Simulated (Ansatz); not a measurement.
**KI: density, localisation and related maps**

Input

```
crystal:
  lattice:
    - [0.0, 3.9658927787, 3.9658927787]
    - [3.9658927787, 0.0, 3.9658927787]
    - [3.9658927787, 3.9658927787, 0.0]
  atoms:
    - { symbol: K, position: [0.0, 0.0, 0.0] }
    - { symbol: I, position: [0.25, 0.25, 0.25] }
kpoints:
  mp_grid: { grid: [4, 4, 4] }
  band_path:
    path:
      - [0.0, 0.0, 0.0]
      - [-0.5, -0.5, 0.0]
      - [-0.375, -0.375, 0.25]
      - [-0.375, 0.0, 0.375]
      - [0.0, 0.0, 0.5]
      - [-0.5, -0.25, 0.25]
      - [0.0, 0.145833, -0.145833]
    npoints: 1
hamiltonian:
  xc: hse06
scf:
  occupations: { method: fixed }
  n_extra_bands: 8
magnetization:
  noncollinear: true
  spin_orbit: true
output:
  eigenvalues: true
  write_density: true
  write_potential: true
  elf: true
  volumetric_format: npy
```

Command:

```sh
ansatz run input.yaml --threads 2 --pin off --max-ram 2211MiB --backend cpu --events-out ev --progress --plain --runs-dir out
```

Below, planes, directions and counts refer to the conventional cell (a = 7.93 Å, b = 7.93 Å, c = 7.93 Å, α = 90.00°, β = 90.00°, γ = 90.00°).

Space group F-43m; started from the zincblende prototype, which need not be the ambient phase.

Level of theory: Ansatz 0.2.0, DFT, HSE06 with spin-orbit coupling, plane waves, PAW.

Core electrons are frozen (PAW), and the valence fields are smoothed inside the atomic spheres.

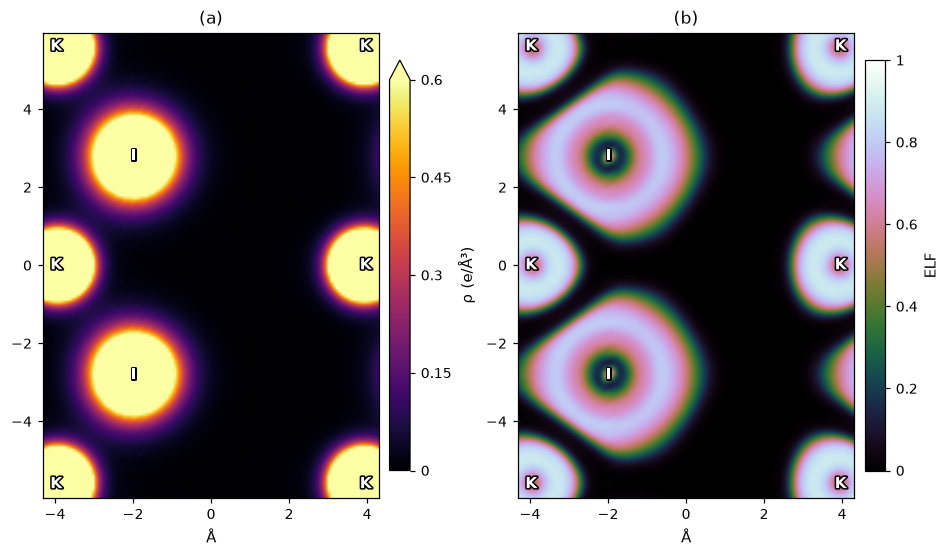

Figure 1. (a) valence pseudo-density; (b) ELF on the (110) plane of the conventional cell.

**Describe what can be read from this map.**

The plane passes through K and I nuclei.
K–I (3.43 Å): ρ at the midpoint is about 0.1 e/Å³, with its minimum of 0.08 e/Å³ about 1.5 Å from K; the ELF peaks at about 0.80 in the valence shell of I, 1.3 Å from its nucleus, and drops to about 0.05 between the two atoms: a closed-shell, largely ionic contact.
The density dies away to nearly zero in the voids.
The features right at K lie inside the PAW spheres, where the map follows smoothed inner orbitals and isn't to be read closely.

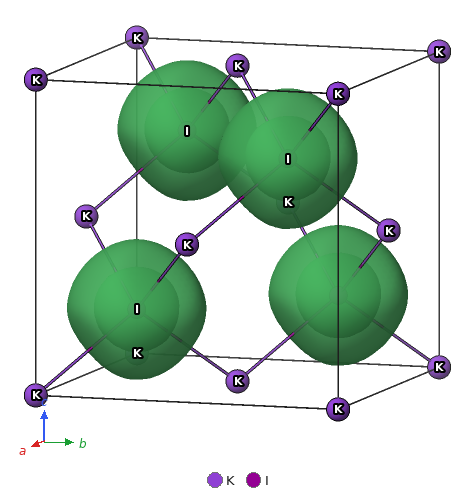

Figure 2. Isosurface of the electron localisation function at 0.7 (green), seen slightly off an axis. Core shells and regions of very low density are left out. Sticks mark near contacts.

**Describe the localisation domains.**

The ELF exceeds this value in four regions wrapped around I (the valence shell of each), counted in one cell of 8 atoms. Any copies at cell faces, edges or corners count once.

**Does the calculation make it a metal, or give it a gap?**

It is gapped, with a Kohn–Sham gap of 4.6 eV on the k-point mesh (the band edges may lie off the mesh, which would make the gap smaller).
